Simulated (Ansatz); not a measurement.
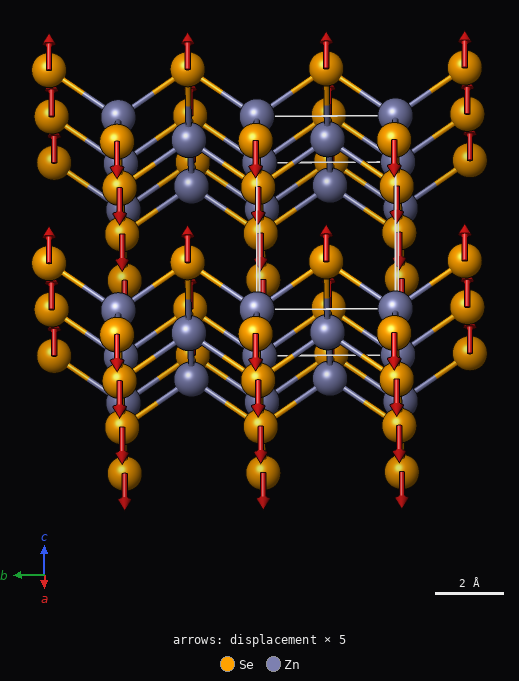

This is a relaxation of crystalline ZnSe (set up in P4/nmm). The starting structure is drawn; red arrows show the displacements (the part carried along by the change of the cell is left out), magnified 5 times.

Style: ball-and-stick. Shown: the cell of the calculation, repeated 2 × 2 × 1 with one cell outlined, from a free direction.

The run lets cell and atoms move.

Computed with Ansatz, Kohn-Sham DFT of a periodic cell, LDA, Ansatz PAW.

Input
```yaml
crystal:
  lattice:
    - [4.107702, 0.0, 0.0]
    - [0.0, 4.107702, 0.0]
    - [0.0, 0.0, 6.07035]
  atoms:
    - { symbol: Se, position: [0.5, 0.0, 0.75372] }
    - { symbol: Se, position: [0.0, 0.5, 0.24628] }
    - { symbol: Zn, position: [0.5, 0.5, 0.0] }
    - { symbol: Zn, position: [0.0, 0.0, 0.0] }
hamiltonian:
  xc: lda
  pseudopotentials: { kind: paw }
kpoints:
  mp_grid: { grid: [5, 5, 4] }
scf:
  occupations: { method: fermi_dirac, width: 0.05 }
output:
  forces: true
  stress: true
  eigenvalues: true
relax:
  f_tol: 0.01
  max_steps: 40
  cell: { stress_tol: 0.05, p_target: 2.0 }
```

Run as
```bash
ansatz run input.yaml --threads 2 --pin off --max-ram 5632MiB --backend cpu --events-out ev --progress --plain --runs-dir out
```

What did the optimiser do to the structure, and how much energy did it gain?

After 6 accepted moves (7 points after the start) the energy has fallen by 43.8 meV per atom. With the target pressure of 2 GPa, the enthalpy E + pV changes by −120 meV per atom. The largest force component goes from 0.63 to 0.0086 eV/Å. The pressure goes from −4.68 to 1.99 GPa. At 1 point the geometry stayed and the basis and grid were re-selected for the new cell (energy shift of 0.9 meV per atom at most each time). The largest moves relative to the cell, 0.24 Å, are those of Se atoms. Zn stays in place. The drawn cell changes as follows: a = b 4.108 → 3.974 Å (−3.3 %), c 6.070 → 4.948 Å (−18.5 %); the volume changes by −23.7 %. Some distances before and after: Se–Zn 2.540 → 2.464 Å. The space group stays P4/nmm (No. 129).

Limits of the set-up: layers or molecules are held without a dispersion correction, so their spacing is unreliable.
